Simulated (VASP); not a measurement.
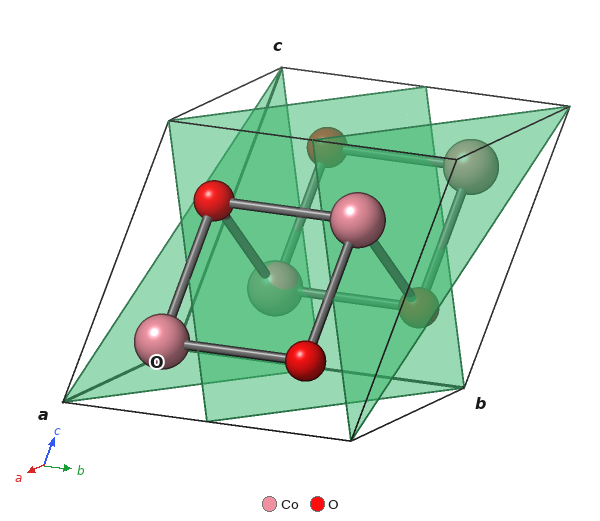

Every member of one family of equally spaced planes, hx + ky + lz = a whole number, that cuts the unit cell is shaded (one member passes through the origin O, touching the cell only at an edge or corner). Crystal: CoO, a cell listed in the Materials Project, as set up for an electronic-structure calculation. Geometry calculated from the standardised cell; symmetry tolerance 0.002 Å.

a = 3.081 Å, b = 4.201 Å, c = 4.214 Å, α = 90.00°, β = 133.07°, γ = 90.00°.

Index the planes.

(1 2 1); the opposite sign names the same planes. The member next to the origin meets the axes a at 1, b at 1/2, c at 1.

What is the spacing?

d = 1.173 Å.

Which atoms of the cell lie in these planes (within 0.03 Å)?

No atom.
